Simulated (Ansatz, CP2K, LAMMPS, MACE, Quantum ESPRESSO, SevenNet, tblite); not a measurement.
**Glassy 68SiO2-14MgO-11ZnO-7BaO (mol %) (75 atoms) under volume change, by several methods**

Aim: pressure against volume for glassy 68SiO2-14MgO-11ZnO-7BaO (mol %) (75 atoms), with plane waves as the reference.

Results are calculated, not measured.

### 1. The cell

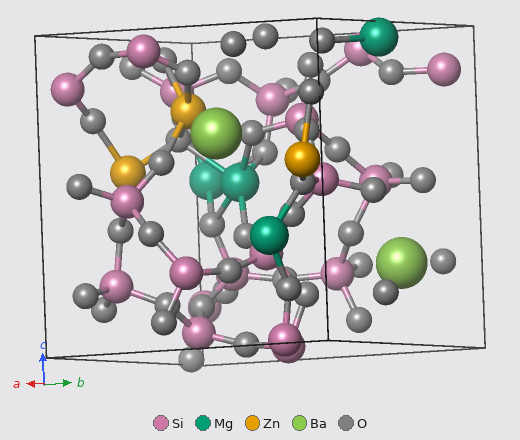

The cell (silicon pink, magnesium teal, zinc orange, barium green, oxygen grey). Bonds to atoms that aren't drawn are left out. Some periodic images of atoms are drawn too.

The cell holds 75 atoms (19 Si, 4 Mg, 3 Zn, 2 Ba and 47 O), with edges of 9.70, 9.70 and 9.70 Å. Recipe: 75 atoms (19 Si, 4 Mg, 3 Zn, 2 Ba, 47 O) placed at random at 3.37 g/cm³, melted at 4000 K for 10 ps at fixed volume with the Morse and Coulomb pair potential with partial charges (Pedone, Malavasi, Menziani, Cormack and Segre, J. Phys. Chem. B 110, 11780 (2006)). Quenched from 4000 K to 300 K at 25 K/ps and fixed volume, held 5 ps, then minimised at fixed cell. Then the atoms were relaxed with SevenNet 0 in the fixed cell.

Bonds by pair of elements; cutoffs follow the first minimum of g(r), held within bounds set by covalent radii, and pairs that aren't listed don't count as bonded:

| pair A-B | cutoff (Å) | bonds | mean length (Å) | spread (Å) | shortest (Å) | B about A | A about B |
| --- | --- | --- | --- | --- | --- | --- | --- |
| O-Si | 2.16 | 77 | 1.65 | 0.049 | 1.55 | 1.64 | 4.05 |
| O-Mg | 2.62 | 20 | 2.10 | 0.135 | 1.86 | 0.426 | 5 |
| O-Zn | 2.48 | 14 | 2.07 | 0.11 | 1.90 | 0.298 | 4.67 |
| O-Ba | 3.29 | 15 | 2.91 | 0.192 | 2.60 | 0.319 | 7.5 |

### 2. The reference input

Quantum ESPRESSO 7.5: Kohn-Sham DFT, PBE, SSSP efficiency 1.3.0 pseudopotentials, plane waves. Its input, pw.in, for the unchanged cell:

```
&control
  calculation = 'scf'
  pseudo_dir = './pseudo'
  outdir = './tmp'
  disk_io = 'none'
  tprnfor = .true.
  tstress = .true.
/
&system
  ibrav = 0
  nat = 75
  ntyp = 5
  ecutwfc = 60
  ecutrho = 480
  nosym = .true.
  occupations = 'smearing'
  smearing = 'fd'
  degauss = 0.003675
/
&electrons
  conv_thr = 3.8e-07
  electron_maxstep = 100
  mixing_beta = 0.4
  mixing_mode = 'plain'
  diagonalization = 'david'
/
ATOMIC_SPECIES
Si 28.085 Si.upf
Mg 24.305 Mg.upf
Zn 65.380 Zn.upf
Ba 137.327 Ba.upf
O 15.999 O.upf
CELL_PARAMETERS angstrom
9.69950 0.00000 0.00000
0.00000 9.69950 0.00000
0.00000 0.00000 9.69950
ATOMIC_POSITIONS crystal
Si 0.14727 0.97209 0.86259
Si 0.47650 0.64452 0.71699
Si 0.54810 0.60745 0.01366
Si 0.27733 0.26913 0.26262
[... 69 atom lines left out ...]
O 0.22430 0.92537 0.51982
O 0.29900 0.29438 0.89106
K_POINTS gamma
```

```console
$ OMP_NUM_THREADS=1 mpirun -np 2 pw.x -in pw.in > output.txt
```

The job ended after 5.3 min (2 MPI ranks of Intel Xeon 6975P-C (Granite Rapids), shared host; peak memory 2.8 GiB; 11 min of CPU time).

It converged with an r.m.s. force component of 0.053 eV/Å and a pressure of 1.1 GPa.

### 3. The levels

Every level solves the same cells as single points. CPU time is summed over a level's finished runs, on a host shared with the other runs, so it is rough; the force column is the median over cells of the r.m.s. difference of force components from the reference.

| level | basis or training data | k-points | runs finished | CPU time | peak memory (GiB) | force difference (meV/Å) |
| --- | --- | --- | --- | --- | --- | --- |
| QE, PBE | plane waves, SSSP efficiency, 60/480 Ry | Γ | 3 of 3 | 30 min | 2.9 | reference |
| CP2K double zeta, PBE | DZVP-MOLOPT-SR, GTH-PBE potentials, 1200 Ry | Γ | 3 of 3 | 19 min | 8.1 | 135 |
| tblite GFN1-xTB | tight binding with its own dispersion term | Γ | 3 of 3 | 22 s | 0.11 | 631 |
| MACE MP-0b3 medium | trained on PBE(+U) plane-wave data | - | 3 of 3 | 20 s | 1.1 | 53 |
| SevenNet 0 | trained on PBE(+U) plane-wave data | - | 3 of 3 | 23 s | 0.95 | 51 |

The reference's own r.m.s. force component runs from 53 to 55 meV/Å over these cells. SevenNet 0 relaxed the atoms, so in the cells that it relaxed its own forces are small, and its entry isn't an independent test there.

### 4. Pressure against volume

The cell is scaled evenly, and at each volume SevenNet 0 relaxes the atoms again before the single points. The unchanged volume is 12.167 Å³ an atom. Pressures in GPa:

```
                level    -3 %       0    +3 %
              QE, PBE    3.67    1.08   -0.77
CP2K double zeta, PBE    4.13    1.55   -0.29
      tblite GFN1-xTB  -12.47  -12.89  -12.92
   MACE MP-0b3 medium    3.46    0.98   -0.76
           SevenNet 0    3.49    1.02   -0.77
```

Energy less that of the unchanged cell at the same level, in meV an atom:

| level | -3 % | +3 % |
| --- | --- | --- |
| QE, PBE | 5.49 | -1.20 |
| CP2K double zeta, PBE | 4.67 | -0.91 |
| tblite GFN1-xTB | -43.44 | 44.26 |
| MACE MP-0b3 medium | 5.00 | -0.54 |
| SevenNet 0 | 5.02 | -0.87 |

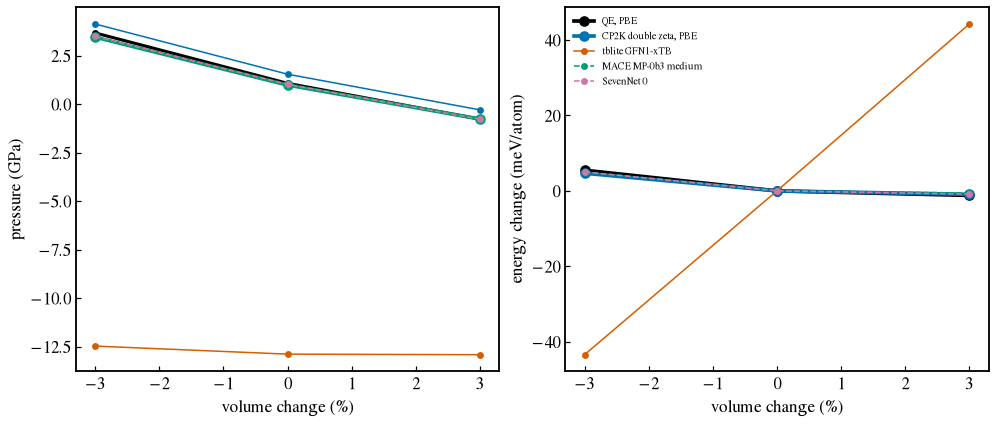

Pressure and energy against volume, by level.

### 5. Moduli

From the three volumes nearest the unchanged one: B from the slope of pressure against ln V and from the curvature of the energy, the pressure that the slope of the energy implies, and the volume change at which the printed pressure crosses zero (a dash if it doesn't within the range).

```csv
level,B from pressures (GPa),B from energies (GPa),printed pressure (GPa),pressure from energies (GPa),zero pressure at (%)
"QE, PBE",74.2,62.7,1.08,1.47,+1.7
"CP2K double zeta, PBE",73.8,55.0,1.55,1.23,+2.5
tblite GFN1-xTB,7.4,11.9,-12.89,-19.25,-
MACE MP-0b3 medium,70.4,65.3,0.98,1.22,+1.7
SevenNet 0,71.1,60.7,1.02,1.29,+1.7
```

As a check by hand on the reference: from -3 to +3 % the pressure falls by 4.45 GPa while ln V grows by 0.0600, a ratio of 74.1 GPa.

Gap between the highest filled and the lowest empty level on the runs' k-points, in eV:

```csv
level,-3 %,0,+3 %
"QE, PBE",3.83,3.71,3.57
"CP2K double zeta, PBE",3.79,3.67,3.52
```

### 6. Findings

The plane-wave reference (PBE) gives a bulk modulus of 74.2 GPa from its pressures, at a volume where its pressure is 1.08 GPa; that pressure crosses zero at +1.7 %. Other programs at PBE: CP2K double zeta, PBE 73.8 GPa (+0 %); its pressure lies +0.47 GPa from the reference's. Learned potentials: MACE MP-0b3 medium 70.4 GPa (-5 %) and SevenNet 0 71.1 GPa (-4 %); their pressures lie -0.09 to -0.06 GPa from the reference's.

Tight binding: tblite GFN1-xTB 7.4 GPa (-90 %); its pressure lies -13.96 GPa from the reference's. The moduli are read at one volume but at unlike pressures, and a cell under tension is as a rule softer than one under compression. Moduli from the energies run from 12 to 65 GPa and part from those from pressures by as much as +61 % (tblite GFN1-xTB); they rest on small differences of energy, and for levels other than SevenNet 0 they hold the work of leftover forces. Printed pressure and the slope of the energy part noticeably for tblite GFN1-xTB; the atoms move along a path that isn't these levels' own, so their forces do work along it, and an error in the stress can't be told from that. The reference's gap falls as the cell grows, from 3.83 eV at -3 % to 3.57 eV at +3 %.

Caveats: The atoms follow SevenNet 0, not each level's own minimum, so these moduli only approach relaxed ones and hang on that choice. Three points at finite strain give rough moduli, at the given volume rather than at zero pressure. Pressures at a fixed plane-wave cutoff or in a small atom-centred basis hold some basis error. The quench rate of 25 K/ps is many orders above laboratory rates, so the cell is likely richer in defects and strain than a real sample. The reference samples only Γ, in a cell whose shortest periodic width is 10 Å. Spin–orbit coupling is left out, which matters for the levels of the heavy elements. The reference isn't exact: its cutoffs and mesh weren't converged further here. Where levels are smeared, the DFT runs use Fermi–Dirac occupations at 580 K (0.05 eV), and energies are free energies.

[Logs are printed without paths, hosts, clocks, repeated set-up lines and the standing remarks that a program may print on its own settings, such as how far it seeks lower states.]

[Hosts, paths, dates, database ids (printed as entryN), source tags and the programs' standing remarks are cut or masked in the printed files.]
